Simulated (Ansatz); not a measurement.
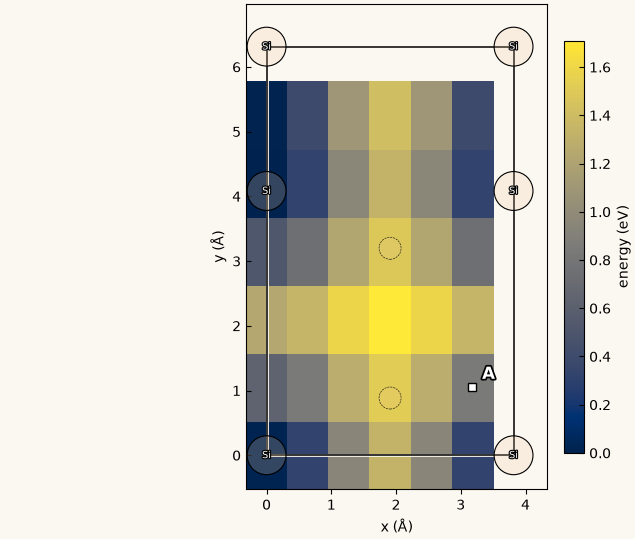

O on a Si(100) slab cut from the P6_3/mmc phase, its upper half relaxed before the scan (8 atoms of substrate and one adsorbate in a 1 × 1 cell). 
- O is moved over the surface cell at a fixed height above a rigid substrate; the origin of the map has the adsorbate above Si7; the height is held at 2.20 Å.
- Places are given modulo a cell vector. The map is drawn in real space over the plane of the surface.
- The grid has 6 × 6 points; 24 points were computed and 12 follow by symmetry.
- Energies are in eV, from the lowest grid point.
- The magnetic moment jumps between some neighbouring points. With one adsorbate in each 1 × 1 cell, its nearest image is 3.8 Å away, so neighbouring adsorbates interact. At a fixed height the lowest place need not be the adsorption site.
- Level of theory: DFT PBE+D3(BJ), scalar-relativistic, plane waves, PAW (Ansatz 0.2.0). Settings: cutoff 420 eV, k-mesh 7×4×1, gaussian smearing 0.05 eV, spin-polarised.

Drawn: one coloured cell a grid point, labelled circles for the atoms of the top layer and small ones for the second layer, the outline of one cell of the plane, the point A.

Is A at rest? If not, where is it pushed?

A, at (5/6, 1/6) of the cell vectors, is not a stationary point. The computed force is 1 eV/Å in the plane, pointing down and right in the picture (components 0.6 and −0.8 eV/Å).

PAW datasets: the set soft_1.
